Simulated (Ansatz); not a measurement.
# Geometry relaxation, with input and output: Fe3Co3H (part 3 of 3)

Continued. System: Fe3Co3H (slab, 7 atoms in the cell). Method: DFT PBEsol, scalar-relativistic, plane waves, PAW, spin-polarised (Ansatz 0.2.0); cutoff 420 eV, 10×10×1 k-mesh, Gaussian smearing of 0.1 eV, collinear spins. The structure derives from an entry of the Crystallography Open Database. The input holds or restrains some coordinates. Forces given for the steps count only the free coordinates. It belongs to a series of runs on one base structure; here: H over the place (0/3, 1/3) of the surface cell, its height relaxed.

Output, continued
```
  k-point 2 ↑: bands = ["-93.0969", "-92.9842", "-92.3820", "-85.5470", "-85.5322", "-85.3281", "-56.5234", "-56.5020", "-56.4345", "-56.3872", "-56.3743", "-56.3566", "-55.8814", "-55.7847", "-55.6931", "-51.8465", "-51.7138", "-51.7116", "-51.6813", "-51.6365", "-51.6100", "-51.5524", "-51.4745", "-51.4292", "-5.1219", "-4.0198", "-2.7514", "-2.1323", "-1.9927", "-1.8386", "-1.7264", "-1.4301", "-0.9082", "-0.4495", "-0.4388", "-0.3846", "-0.1517", "-0.0199", "0.0849", "0.1146", "0.2138", "0.5358", "0.6391", "0.8094", "0.9358", "0.9982", "1.0678", "1.1978", "1.2931", "1.3776", "1.3792", "1.4234", "1.8038", "1.9195", "2.0916", "2.1808", "2.3937", "2.6131", "4.0645", "6.3972", "7.7978", "8.7599", "8.8838", "9.2482", "9.8890", "10.4005", "10.7869", "11.7265", "12.3837", "12.8420"]
  k-point 35 ↓: bands = ["-90.9098", "-90.8572", "-90.6952", "-82.3513", "-82.2490", "-82.1862", "-54.4078", "-54.4049", "-54.3639", "-54.3448", "-54.3343", "-54.3288", "-54.3143", "-54.0928", "-54.0643", "-48.6491", "-48.6470", "-48.5996", "-48.5577", "-48.5286", "-48.4936", "-48.4814", "-48.4581", "-48.4561", "-1.1021", "-1.0036", "-0.3708", "-0.2378", "0.1195", "0.3811", "0.4123", "0.5259", "0.5561", "0.6844", "0.8856", "0.9288", "0.9845", "1.1282", "1.4578", "1.9503", "2.2879", "3.3942", "3.5960", "3.6088", "3.6806", "3.7020", "3.8415", "3.9443", "3.9592", "4.2130", "4.4238", "4.4995", "4.6066", "4.6933", "4.7642", "4.7671", "6.1436", "7.2010", "7.9692", "9.6560", "9.8697", "11.1177", "11.1611", "11.3345", "11.4546", "11.7071", "11.9053", "12.2443", "12.2574", "12.4906"]
--- Relaxed structure (5 steps of the walk, 5 accepted, 0 SCFs on fresh bases) ---
  F+E_penalty+E_count = -28638.51934737 eV   max|allowed force component| = 1.902e-5 eV/Å
  atoms:
    - { symbol: Fe, position: [0.5, 0.5, 0.32690999240000007] }
    - { symbol: Co, position: [0.0, 0.0, 0.38076199580000003] }
    - { symbol: Fe, position: [0.5, 0.5, 0.43461399920000005] }
    - { symbol: Co, position: [0.0, 0.0, 0.48745111000000013] }
    - { symbol: Fe, position: [0.5, 0.5, 0.5438155382000001] }
    - { symbol: Co, position: [0.0, 0.0, 0.5914735573000001] }
    - { symbol: H, position: [0.0, 0.3333333333, 0.6373998711993762] }
--- Löwdin populations: 7 sites ---
  site symbol       q [e]    m [muB]
     0     Fe     15.7386     3.1126
     1     Co     16.7920     1.7971
     2     Fe     15.7659     2.8035
     3     Co     16.7714     1.7375
     4     Fe     15.7500     2.6957
     5     Co     16.6743     1.4185
     6      H      1.1721    -0.0807
  spilling = 0.013358 (of n_electrons = 100.000000)
```

File populations.tsv
```
# site	symbol	l	j	q_up	q_dn
# orbitals = lowdin
# n_electrons = 100.000000
# spilling = 0.013358
0	Fe	0_3S	-	0.996510	0.996673
0	Fe	0_4S	-	0.540774	0.466691
0	Fe	1_3P	-	2.998700	2.997799
0	Fe	2_3D	-	4.889618	1.851836
1	Co	0_3S	-	0.993508	0.993242
1	Co	0_4S	-	0.481033	0.491307
1	Co	1_3P	-	2.999013	2.998078
1	Co	2_3D	-	4.820994	3.014855
2	Fe	0_3S	-	0.992984	0.993435
2	Fe	0_4S	-	0.479581	0.486552
2	Fe	1_3P	-	2.998628	2.998287
2	Fe	2_3D	-	4.813490	2.002903
3	Co	0_3S	-	0.993226	0.993248
3	Co	0_4S	-	0.465839	0.487998
3	Co	1_3P	-	2.998803	2.998059
3	Co	2_3D	-	4.796580	3.037604
4	Fe	0_3S	-	0.992204	0.992576
4	Fe	0_4S	-	0.464780	0.478241
4	Fe	1_3P	-	2.998117	2.997840
4	Fe	2_3D	-	4.767752	2.058447
5	Co	0_3S	-	0.991947	0.992224
5	Co	0_4S	-	0.414736	0.428275
5	Co	1_3P	-	2.997530	2.997229
5	Co	2_3D	-	4.642195	3.210175
6	H	0_1S	-	0.545689	0.626392
```

Trajectory as extended XYZ (Å, eV, eV/Å), 5 frames, from step=1 to step=5
```
7
Lattice="2.8004 0.0000 0.0000 0.0000 2.8004 0.0000 0.0000 0.0000 26.0010" Properties=species:S:1:pos:R:3:forces:R:3 step=1 energy=-28638.49141
Fe    1.4002    1.4002    8.5000    0.0000  -0.0020   0.3239
Co    0.0000    0.0000    9.9002    0.0000   0.0037  -0.4468
Fe    1.4002    1.4002   11.3004    0.0000   0.0025   0.1613
Co    0.0000    0.0000   12.6742    0.0000  -0.0463   0.0667
Fe    1.4002    1.4002   14.1398    0.0000  -0.1870  -0.2466
Co    0.0000    0.0000   15.3789    0.0000  -0.1359   0.7667
H     0.0000    0.9335   16.6589    0.0000   0.3650  -0.6256
7
Lattice="2.8004 0.0000 0.0000 0.0000 2.8004 0.0000 0.0000 0.0000 26.0010" Properties=species:S:1:pos:R:3:forces:R:3 step=2 energy=-28638.51595
Fe    1.4002    1.4002    8.5000    0.0000  -0.0021   0.3233
Co    0.0000    0.0000    9.9002    0.0000   0.0045  -0.4468
Fe    1.4002    1.4002   11.3004    0.0000   0.0022   0.1580
Co    0.0000    0.0000   12.6742    0.0000  -0.0470   0.0720
Fe    1.4002    1.4002   14.1398    0.0000  -0.2021  -0.2518
Co    0.0000    0.0000   15.3789    0.0000  -0.3691   0.3749
H     0.0000    0.9335   16.6022    0.0000   0.6132  -0.2296
7
Lattice="2.8004 0.0000 0.0000 0.0000 2.8004 0.0000 0.0000 0.0000 26.0010" Properties=species:S:1:pos:R:3:forces:R:3 step=3 energy=-28638.51932
Fe    1.4002    1.4002    8.5000    0.0000  -0.0022   0.3232
Co    0.0000    0.0000    9.9002    0.0000   0.0049  -0.4462
Fe    1.4002    1.4002   11.3004    0.0000   0.0021   0.1568
Co    0.0000    0.0000   12.6742    0.0000  -0.0472   0.0760
Fe    1.4002    1.4002   14.1398    0.0000  -0.2094  -0.2568
Co    0.0000    0.0000   15.3789    0.0000  -0.5019   0.1668
H     0.0000    0.9335   16.5755    0.0000   0.7537  -0.0200
7
Lattice="2.8004 0.0000 0.0000 0.0000 2.8004 0.0000 0.0000 0.0000 26.0010" Properties=species:S:1:pos:R:3:forces:R:3 step=4 energy=-28638.51932
Fe    1.4002    1.4002    8.5000    0.0000  -0.0022   0.3232
Co    0.0000    0.0000    9.9002    0.0000   0.0049  -0.4464
Fe    1.4002    1.4002   11.3004    0.0000   0.0021   0.1568
Co    0.0000    0.0000   12.6742    0.0000  -0.0472   0.0759
Fe    1.4002    1.4002   14.1398    0.0000  -0.2094  -0.2566
Co    0.0000    0.0000   15.3789    0.0000  -0.5019   0.1671
H     0.0000    0.9335   16.5755    0.0000   0.7536  -0.0200
7
Lattice="2.8004 0.0000 0.0000 0.0000 2.8004 0.0000 0.0000 0.0000 26.0010" Properties=species:S:1:pos:R:3:forces:R:3 step=5 energy=-28638.51935
Fe    1.4002    1.4002    8.5000    0.0000  -0.0022   0.3231
Co    0.0000    0.0000    9.9002    0.0000   0.0050  -0.4463
Fe    1.4002    1.4002   11.3004    0.0000   0.0021   0.1567
Co    0.0000    0.0000   12.6742    0.0000  -0.0472   0.0762
Fe    1.4002    1.4002   14.1398    0.0000  -0.2100  -0.2570
Co    0.0000    0.0000   15.3789    0.0000  -0.5150   0.1473
H     0.0000    0.9335   16.5731    0.0000   0.7674   0.0000
```

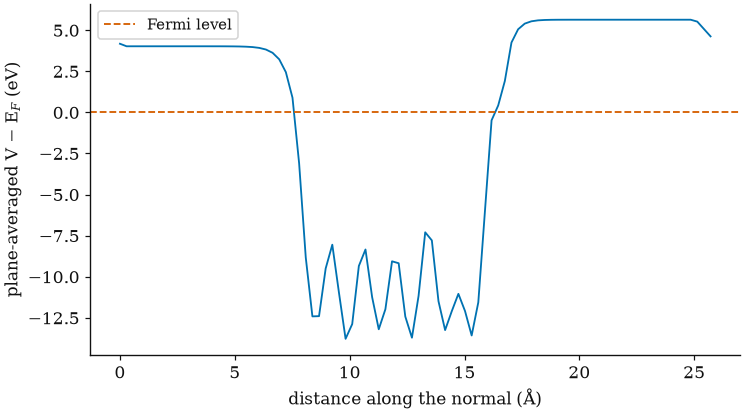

Figure 1. Plane average of the electrostatic potential energy of an electron across the cell, from the Fermi level. The vacuum level lies 5.64 eV above the Fermi level on the upper side and 4.03 eV on the lower.

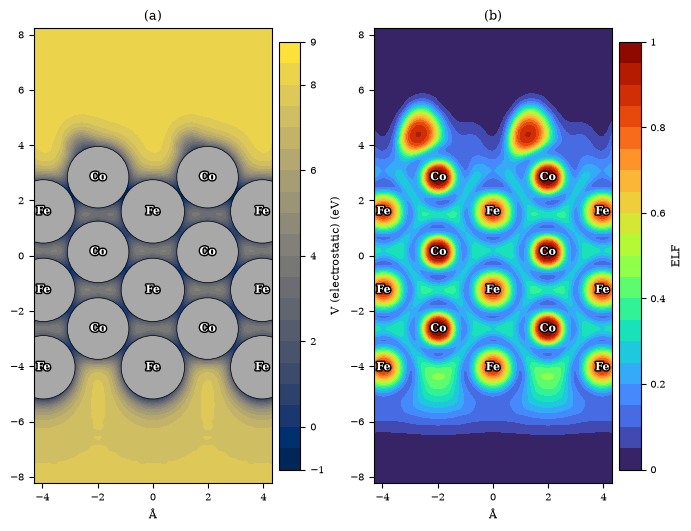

Figure 2. (a) electrostatic potential (local pseudopotential plus Hartree) felt by an electron; (b) electron localisation function on the (110) plane of the calculation cell, a cut from vacuum to vacuum. Grey discs, where drawn, cover atomic cores. Atoms in the plane: Fe and Co. Fe–Co (2.34 Å): the ELF is about 0.25 at the midpoint; no localised pair between them. Fe–Co (2.41 Å): the ELF is about 0.25 at the midpoint (no shared electron pair). Fe–Co (2.46 Å): the ELF is about 0.25 at the midpoint; no localised pair between them. The strong features right at Fe and Co lie inside the PAW spheres (semicore, d or f shells) and say nothing about bonding. The fields are those of the smooth PAW valence density.

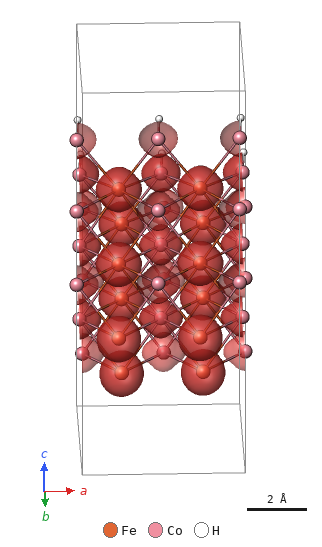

Figure 3. Isosurface of the spin density at +0.3 e/Å³ (red), seen at an oblique angle. Sticks mark near contacts. The cell of the calculation (7 atoms) carries 13.2 μB net.

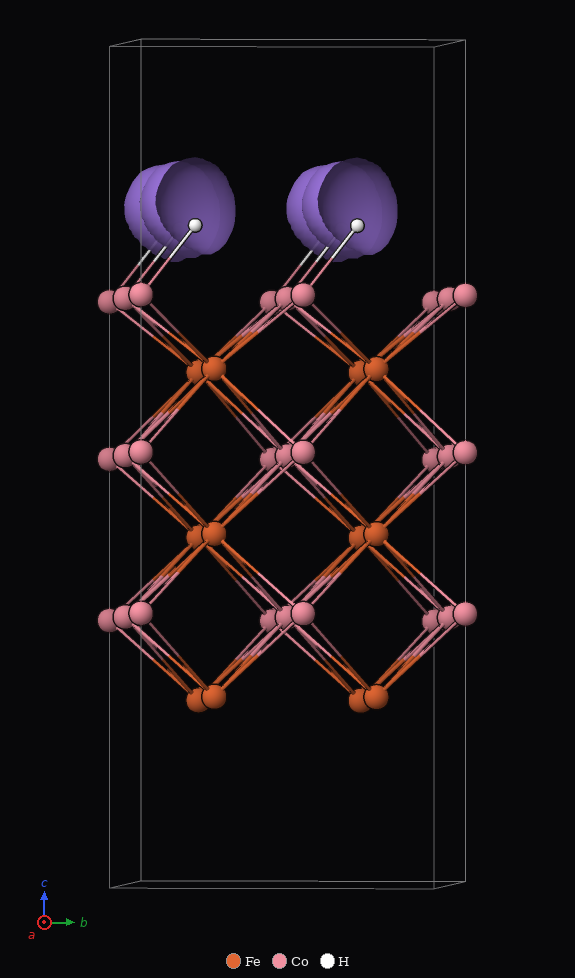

Figure 4. Isosurface of the electron localisation function at 0.85 (purple), seen at an oblique angle. Only the valence region is drawn (cores and ρ < 0.01 e/Å³ removed). Sticks mark near contacts. The ELF exceeds this value in one region around a hydrogen nucleus, counted in one cell of 7 atoms.  Values along the shortest contacts: Co–H (1.52 Å): the ELF climbs to about 1 towards the hydrogen, as it does in any bond to H. Fe–Co (2.34 Å): the ELF is about 0.25 at the midpoint; no localised pair between them.

The run was set up as follows.

Input
```yaml
crystal:
  lattice:
    - [2.8004162579, 0.0, 0.0]
    - [0.0, 2.8004162579, 0.0]
    - [0.0, 0.0, 26.0010406447]
  atoms:
    - { symbol: Fe, position: [0.5, 0.5, 0.3269099924], spin: 3.21 }
    - { symbol: Co, position: [0.0, 0.0, 0.3807619958], spin: 1.97 }
    - { symbol: Fe, position: [0.5, 0.5, 0.4346139992], spin: 2.99 }
    - { symbol: Co, position: [0.0, 0.0, 0.48745111], spin: 1.94 }
    - { symbol: Fe, position: [0.5, 0.5, 0.5438155382], spin: 2.86 }
    - { symbol: Co, position: [0.0, 0.0, 0.5914735573], spin: 2.01 }
    - { symbol: H, position: [0.0, 0.3333333333, 0.6407023561], spin: 1.0 }
basis:
  ecutwfc: 420
kpoints:
  mp_grid: { grid: [10, 10, 1] }
hamiltonian:
  xc: pbesol
scf:
  occupations: { method: gaussian, width: 0.1 }
output:
  forces: true
  eigenvalues: true
  populations: true
  write_density: true
  write_potential: true
  elf: true
  volumetric_format: npy
magnetization:
  spin_polarized: true
relax:
  adjacent_minimum: "off"
  f_tol: 0.02
  max_steps: 25
  constraints: [{ sites: [0, 1, 2, 3, 4, 5] }, { site: 6, fix: xy }]
efield:
  axis: 3
  dipole_correction: true
  ramp_width: 0.04
```

Command:
```bash
ansatz run input.yaml --threads 4 --pin off --max-ram 10240MiB --backend cpu --events-out ev --progress --plain --runs-dir out
```

Summary

| quantity | value |
| --- | --- |
| outcome | converged under the restraints of the input |
| electrons treated | 100 |
| free energy | −28638.5193 eV |
| work function, top face | 5.64 eV |
| work function, bottom face | 4.03 eV |
| Fermi energy | 3.026 eV |
| gap on the k-point mesh | none (metallic) |
| net moment of the cell | 13.15 μB |
| integrated absolute moment | 13.87 μB |
| final volume | 203.91 Å³ |
| work function (upper face) | 5.64 eV |
| largest force (length of the vector) at the end, held atoms and coordinates included | 0.767 eV/Å |
| hardware | 4 threads of Arm Neoverse V2, 24 GiB of memory available, shared host |
| wall time | 3.4 min (CPU time 13 min) |
| peak memory | 1.1 GiB |

Notes

The program warns: the exchange-correlation potential is rough where the density is thin.
